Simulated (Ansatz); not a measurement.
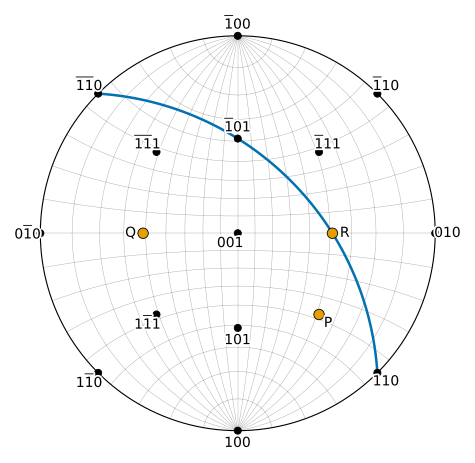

Stereographic projection of plane normals (upper hemisphere) centred on (0 0 1). Crystal: TiPbO₃, the end point of a relaxation with DFT PBE, scalar-relativistic, plane waves, PAW in Ansatz. Geometry calculated from the standardised cell; symmetry tolerance 0.002 Å.

a = 3.839 Å, b = 3.839 Å, c = 4.781 Å, α = 90.00°, β = 90.00°, γ = 90.00°.

Q: Index the poles marked P, Q, R.

A: P is (1 1 1), 60.4° from the centre; Q is (0 −1 1), 51.2° from the centre; R is (0 1 1), 51.2° from the centre.

Q: Which zone does the coloured great circle trace?

A: The zone [1 −1 1]: its poles satisfy h − k + l = 0.

Q: What is the angle between the normals of (−1 −1 1) and (0 −1 1), and what are their d_hkl = 1/|g|?

A: 37.9°; d = 2.361 Å and 2.993 Å.
